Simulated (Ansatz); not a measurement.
## Fe: a changed input and its effect

System: Fe (2 atoms in the cell).
Method of run A: DFT, RPBE, plane waves (420 eV) with PAW, scalar-relativistic, spin-polarised (Ansatz 0.2.0).

Text and figures count atoms from 1; the logs count them from 0 in places.

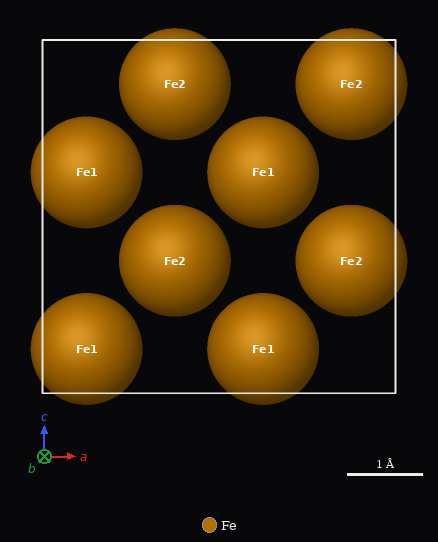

Fig. 1: The input geometry (spheres-only view of the cell 4 times as large as that of the calculation, set on its symmetry axes, along the b axis; atoms are numbered from 1 in the order of the input).

## Input file, run A
```yaml
crystal:
  lattice:
    - [0.0, 2.3545930308, 2.3545930308]
    - [2.3545930308, 0.0, 2.3545930308]
    - [2.3545930308, 2.3545930308, 0.0]
  atoms:
    - { symbol: Fe, position: [0.125, 0.125, 0.125], spin: 2.5 }
    - { symbol: Fe, position: [0.875, 0.875, 0.875], spin: 2.5 }
hamiltonian:
  xc: rpbe
  pseudopotentials:
    kind: paw
    azcp:
      Fe: "pseudopotentials/Fe.paw.azcp"
basis:
  ecutwfc: 420
  fft_grid_basis: typed
kpoints:
  mp_grid: { grid: [18, 18, 18], shift: [0, 0, 0] }
magnetization:
  spin_polarized: true
scf:
  occupations: { method: fermi_dirac, width: 0.05 }
output:
  stress: true
```

Hardware: 2 threads of an Arm (aarch64) CPU, shared host.

## Output, shortened to warnings, some set-up lines, iterations and results (run A)
```
WARN: the starting moments were not kept: the SCF closed with an absolute magnetisation of 2.3e-6 μB, where they sum to 5 μB in size (2 sites). That is at most 0.1 of that sum. Measured as dr2_m measures the in/out step, that magnetisation stands 4.6e-12 eV from none, at or under the dr2_threshold of 1.0e-7 eV: it is no larger than a step whose dr2_m would equal this threshold. The system may …
Basis set: ecut = 420 eV, 531 PW (Γ)
Symmetry: 48 space group operations
k-points: 195 of 5832
Initial density: superposition of atomic densities (chi_scale 0.1, normalization cell)
[...]
SCF iter   1: F=—  HF=-8966.066434 eV  |F-HF|=—  |Δ(HF+E_count)|=         —  Δρ=2.47e-1 (↑2.47e-1 ↓1.73e-1)  dr2=1.27e0  dr2_m=1.03e1  M=0.968 μB ∫|m|=0.984 μB  β_m=0.30  …
SCF iter   2: F=—  HF=-8965.709048 eV  |F-HF|=—  |Δ(HF+E_count)|=   3.57e-1  Δρ=1.59e-1 (↑1.59e-1 ↓1.47e-1)  dr2=2.54e-1  dr2_m=5.52e0  M=0.829 μB ∫|m|=0.847 μB  β_m=0.65  …
SCF iter   3: F=—  HF=-8967.990619 eV  |F-HF|=—  |Δ(HF+E_count)|=    2.28e0  Δρ=6.07e-2 (↑6.07e-2 ↓2.37e-2)  dr2=2.94e-1  dr2_m=3.39e-1  M=0.213 μB ∫|m|=0.246 μB  β_m=0.62  …
SCF iter   4: F=—  HF=-8967.721348 eV  |F-HF|=—  |Δ(HF+E_count)|=   2.69e-1  Δρ=1.53e-2 (↑6.87e-3 ↓1.53e-2)  dr2=1.45e-1  dr2_m=8.92e-3  M=0.080 μB ∫|m|=0.114 μB  β_m=0.80  …
SCF iter   5: F=—  HF=-8967.676968 eV  |F-HF|=—  |Δ(HF+E_count)|=   4.44e-2  Δρ=9.11e-3 (↑5.22e-3 ↓9.11e-3)  dr2=2.54e-2  dr2_m=1.54e-3  M=-0.007 μB ∫|m|=0.009 μB  β_m=0.90  …
SCF iter   6: F=—  HF=-8967.686291 eV  |F-HF|=—  |Δ(HF+E_count)|=   9.32e-3  Δρ=4.04e-3 (↑4.04e-3 ↓3.67e-3)  dr2=8.27e-3  dr2_m=2.77e-5  M=0.005 μB ∫|m|=0.010 μB  β_m=0.95  …
SCF iter   7: F=—  HF=-8967.686134 eV  |F-HF|=—  |Δ(HF+E_count)|=   1.56e-4  Δρ=6.53e-4 (↑6.53e-4 ↓2.71e-4)  dr2=9.48e-5  dr2_m=2.28e-5  M=0.003 μB ∫|m|=0.005 μB  β_m=0.97  …
SCF iter   8: F=—  HF=-8967.686214 eV  |F-HF|=—  |Δ(HF+E_count)|=   7.96e-5  Δρ=1.96e-4 (↑1.96e-4 ↓1.55e-4)  dr2=2.19e-5  dr2_m=1.49e-7  M=0.000 μB ∫|m|=0.001 μB  β_m=0.99  …
SCF iter   9: F=—  HF=-8967.686212 eV  |F-HF|=—  |Δ(HF+E_count)|=   1.89e-6  Δρ=1.44e-5 (↑9.68e-6 ↓1.44e-5)  dr2=2.64e-8  dr2_m=2.45e-8  M=0.000 μB ∫|m|=0.000 μB  β_m=0.99  …
SCF iter  10: F=—  HF=-8967.686212 eV  |F-HF|=—  |Δ(HF+E_count)|=   2.75e-8  Δρ=5.19e-6 (↑5.19e-6 ↓1.16e-6)  dr2=5.80e-9  dr2_m=1.73e-9  M=0.000 μB ∫|m|=0.000 μB  β_m=1.00  …
SCF iter  11: F=—  HF=-8967.686212 eV  |F-HF|=—  |Δ(HF+E_count)|=   1.88e-9  Δρ=1.97e-6 (↑1.97e-6 ↓6.68e-7)  dr2=1.57e-9  dr2_m=1.13e-10  M=0.000 μB ∫|m|=0.000 μB  β_m=1.00  …
SCF iter  12: F=-8967.686212 eV  HF=-8967.686212 eV  |F-HF|=8.19e-11  |Δ(HF+E_count)|=  4.37e-11  Δρ=4.27e-7 (↑4.27e-7 ↓3.20e-7)  dr2=1.12e-10  dr2_m=9.10e-13  M=0.000 μB …
SCF 1 converged in 12 iterations: F = -8967.686212 eV  dr2 = 1.12e-10
WARN: the starting moments were not kept: the SCF closed with an absolute magnetisation of 2.3e-6 μB, where they sum to 5 μB in size (2 sites). That is at most 0.1 of that sum. Measured as dr2_m measures the in/out step, that magnetisation stands 4.6e-12 eV from none, at or under the dr2_threshold …
SCF converged after 12 iterations
Magnetization: 0.0000 μB (16.0000 up, 16.0000 down)
Absolute magnetization: 0.0000 μB (∫|ρ↑−ρ↓|, with the PAW one-centre terms)
Spin contamination: 0.0000 ħ² per cell (⟨S²⟩ above its minimum at these occupations)
Per-site moments (μB) at R_I (Å): [(1.0006983188252096e-6, 0.8411441693517204), (1.0006983192053635e-6, 0.8411441693517204)]
Free energy (F): -8967.686212 eV
Harris-Foulkes:  -8967.686212 eV  (|F-HF|=8.19e-11)
Internal energy: -8967.668122 eV  (E = F + TS)
E sigma→0 (E₀):  -8967.677167 eV
Entropy (-TS):   -0.018090 eV (-9.045 meV/atom)
Fermi energy:    15.670184 eV
--- Per-component energies (eV) ---
  E_band       = -524.389854
  E_kinetic    = 718.638044
  E_local      = -5073.339038  (includes V_loc(G=0)·N_el)
  E_nonlocal   = 432.869411
  E_hartree    = 2153.962498
  E_xc         = -237.744168
  E_vxc        = -305.832998  (∫ρ·V_xc dr)
  E_paw        = -2745.222892  (= ΣΔE_a)
  E_vpaw       = -604.653425  (= ΣTr[D̂ρ^β])
[...]
```

For run B the input was changed thus:
```diff
-    - [0.0, 2.3545930308, 2.3545930308]
-    - [2.3545930308, 0.0, 2.3545930308]
-    - [2.3545930308, 2.3545930308, 0.0]
+    - [0.0, 2.5209421635, 2.5209421635]
+    - [2.5209421635, 0.0, 2.5209421635]
+    - [2.5209421635, 2.5209421635, 0.0]
```

What does this change do to the results?

With the same functional and potentials, run B lies 84.0 meV per atom lower. The pressure goes from 24.44 to −9.27 GPa. The volume per atom goes from 13.05 to 16.02 Å³. The SCF takes 14 iterations against 12. The plane waves at Γ go from 531 to 609.

## Output, shortened to warnings, some set-up lines, iterations and results (run B)
```
WARN: the starting moments were not kept: the SCF closed with an absolute magnetisation of 7.1e-7 μB, where they sum to 5 μB in size (2 sites). That is at most 0.1 of that sum. Measured as dr2_m measures the in/out step, that magnetisation stands 3.5e-13 eV from none, at or under the dr2_threshold of 1.0e-7 eV: it is no larger than a step whose dr2_m would equal this threshold. The system may …
Basis set: ecut = 420 eV, 609 PW (Γ)
Symmetry: 48 space group operations
k-points: 195 of 5832
Initial density: superposition of atomic densities (chi_scale 0.1, normalization cell)
[...]
SCF iter   1: F=—  HF=-8967.236815 eV  |F-HF|=—  |Δ(HF+E_count)|=         —  Δρ=1.97e-1 (↑1.97e-1 ↓1.40e-1)  dr2=9.89e-1  dr2_m=8.16e0  M=1.330 μB ∫|m|=1.357 μB  β_m=0.30  …
SCF iter   2: F=—  HF=-8966.759497 eV  |F-HF|=—  |Δ(HF+E_count)|=   4.77e-1  Δρ=1.26e-1 (↑1.26e-1 ↓1.19e-1)  dr2=2.40e-1  dr2_m=4.33e0  M=1.216 μB ∫|m|=1.248 μB  β_m=0.65  …
SCF iter   3: F=—  HF=-8968.156974 eV  |F-HF|=—  |Δ(HF+E_count)|=    1.40e0  Δρ=5.97e-2 (↑5.97e-2 ↓2.24e-2)  dr2=3.41e-1  dr2_m=4.13e-1  M=0.538 μB ∫|m|=0.601 μB  β_m=0.62  …
SCF iter   4: F=—  HF=-8967.877553 eV  |F-HF|=—  |Δ(HF+E_count)|=   2.79e-1  Δρ=1.58e-2 (↑5.49e-3 ↓1.58e-2)  dr2=1.23e-1  dr2_m=2.20e-2  M=0.338 μB ∫|m|=0.407 μB  β_m=0.81  …
SCF iter   5: F=—  HF=-8967.830116 eV  |F-HF|=—  |Δ(HF+E_count)|=   4.74e-2  Δρ=9.61e-3 (↑7.45e-3 ↓9.61e-3)  dr2=5.26e-2  dr2_m=1.74e-3  M=0.080 μB ∫|m|=0.118 μB  β_m=0.90  …
[... 5 lines ...]
SCF iter  11: F=—  HF=-8967.854123 eV  |F-HF|=—  |Δ(HF+E_count)|=   5.14e-7  Δρ=1.37e-5 (↑1.37e-5 ↓4.60e-6)  dr2=6.70e-8  dr2_m=1.63e-8  M=0.000 μB ∫|m|=0.000 μB  β_m=1.00  …
SCF iter  12: F=—  HF=-8967.854123 eV  |F-HF|=—  |Δ(HF+E_count)|=   4.22e-8  Δρ=5.37e-6 (↑5.37e-6 ↓2.49e-6)  dr2=2.38e-9  dr2_m=4.33e-9  M=0.000 μB ∫|m|=0.000 μB  β_m=1.00  …
SCF iter  13: F=—  HF=-8967.854123 eV  |F-HF|=—  |Δ(HF+E_count)|=  1.47e-10  Δρ=2.04e-7 (↑2.04e-7 ↓1.46e-7)  dr2=1.67e-11  dr2_m=6.68e-13  M=-0.000 μB ∫|m|=0.000 μB  β_m=1.00 …
SCF iter  14: F=-8967.854123 eV  HF=-8967.854123 eV  |F-HF|=1.09e-11  |Δ(HF+E_count)|=  2.73e-11  Δρ=1.41e-7 (↑1.19e-7 ↓1.41e-7)  dr2=1.60e-11  dr2_m=1.30e-13  M=-0.000 μB …
SCF 1 converged in 14 iterations: F = -8967.854123 eV  dr2 = 1.60e-11
WARN: the starting moments were not kept: the SCF closed with an absolute magnetisation of 7.1e-7 μB, where they sum to 5 μB in size (2 sites). That is at most 0.1 of that sum. Measured as dr2_m measures the in/out step, that magnetisation stands 3.5e-13 eV from none, at or under the dr2_threshold …
SCF converged after 14 iterations
Magnetization: -0.0000 μB (16.0000 up, 16.0000 down)
Absolute magnetization: 0.0000 μB (∫|ρ↑−ρ↓|, with the PAW one-centre terms)
Spin contamination: 0.0000 ħ² per cell (⟨S²⟩ above its minimum at these occupations)
Per-site moments (μB) at R_I (Å): [(-3.0461639035187953e-7, 0.9005699814632001), (-3.0461639042361136e-7, 0.9005699814632001)]
Free energy (F): -8967.854123 eV
Harris-Foulkes:  -8967.854123 eV  (|F-HF|=1.09e-11)
Internal energy: -8967.830170 eV  (E = F + TS)
E sigma→0 (E₀):  -8967.842147 eV
Entropy (-TS):   -0.023952 eV (-11.976 meV/atom)
Fermi energy:    11.929103 eV
--- Per-component energies (eV) ---
  E_band       = -632.857895
  E_kinetic    = 706.475465
  E_local      = -5512.597283  (includes V_loc(G=0)·N_el)
  E_nonlocal   = 433.391871
  E_hartree    = 2321.122926
  E_xc         = -234.107325
  E_vxc        = -300.773136  (∫ρ·V_xc dr)
  E_paw        = -2743.532848  (= ΣΔE_a)
  E_vpaw       = -601.602800  (= ΣTr[D̂ρ^β])
[...]
```

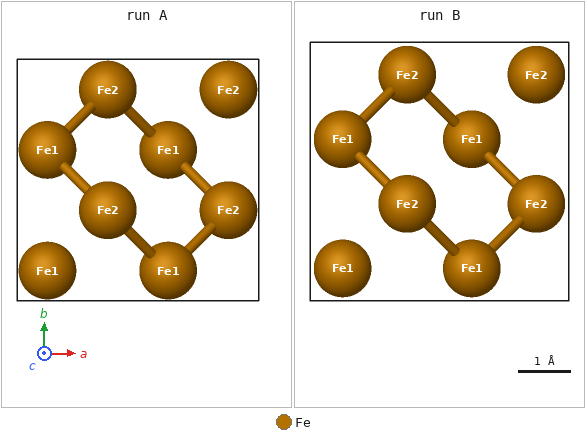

Fig. 2: The two input geometries at one scale (ball-and-stick view of the cell 4 times as large as that of the calculation, set on its symmetry axes, along the c axis). No atom moves by more than 0.005 Å relative to the cell. The volume changes by +22.7 %, with a = b = c 4.709 → 5.042 Å (+7.1 %). Among the contacts that change: Fe1–Fe2 2.039 → 2.183 Å.

## The two runs side by side

| quantity | run A | run B |
| --- | --- | --- |
| outcome | converged | converged |
| free energy per atom (eV) | −4483.8431 | −4483.9271 |
| energy per atom, smearing taken to zero (eV) | −4483.8386 | −4483.9211 |
| net moment of the cell (μB) | 0.00 | 0.00 |
| absolute moment of the cell (μB) | 0.00 | 0.00 |
| pressure (GPa) | 24.44 | −9.27 |
| volume per atom (Å³) | 13.05 | 16.02 |
| SCF iterations | 12 | 14 |
| irreducible k-points | 195 | 195 |
| plane waves at Γ | 531 | 609 |
| wall time (shared host) | 11 s | 14 s |

For both runs: Warnings: some starting moments were not kept. For run A: The cell is under a pressure of 24 GPa at this level, so it is not at its equilibrium volume. For run B: The cell is under a tension of 9.3 GPa at this level, so it is not at its equilibrium volume.
